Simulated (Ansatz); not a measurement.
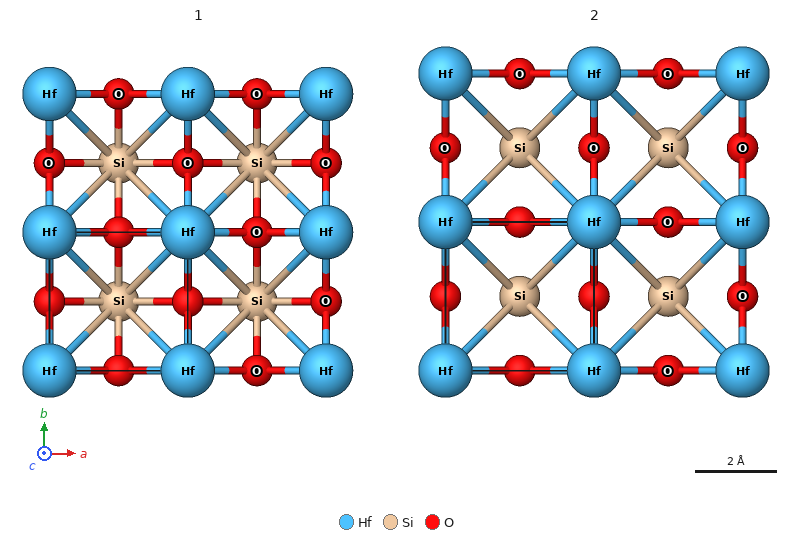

Two geometries of crystalline HfSiO$_{4}$ (a generated structure, set up in P4/mmm) (coarse preliminary run), drawn at one scale. One is the start of a relaxation, the other its converged end. A ball-and-stick model of the cell of the calculation, repeated 2 × 2 × 1 with one cell outlined, seen along the c axis.

Computed with Ansatz, DFT PBE, scalar-relativistic, plane waves, PAW. (plane-wave cutoff 420 eV; k-point mesh 6 × 6 × 4; occupations gaussian; smearing width 0.1 eV; no spin polarisation; cell and atoms relaxed; force threshold 0.04 eV/Å; at most 70 steps)

### Which one is relaxed?

Structure 1 is the relaxed one. The largest moves relative to the cell, 0.087 Å, are those of O atoms. Si and Hf stay in place. Cell: a = b 3.691 → 3.437 Å (−6.9 %), c 5.219 → 4.918 Å (−5.8 %). Volume −18.3 %. Near-neighbour distances that change, for instance: Hf–Hf 3.691 → 3.437 Å, Hf–Si 3.691 → 3.457 Å, O–Si 2.260 → 2.064 Å, Hf–O 2.260 → 2.165 Å. Among the angles between lasting bonds that change: Hf–O–Hf 109.5° → 105.1°. The space group stays P4/mmm (No. 123). The energy falls by 1.568 eV per cell of the calculation in 5 accepted moves (7 points after the start). Largest force component: 0.91 eV/Å at the start, 0.0047 eV/Å at the end. The pressure goes from −27.71 to 0.04 GPa. The SCF was repeated twice at an unchanged geometry on a basis and grid sized afresh for the cell, which shifted the energy by 22.9 meV per cell of the calculation at most. Cost: 41 s on 1 thread of Intel(R) Xeon(R) Processor @ 2.70GHz (shared host), peak memory 0.41 GiB.
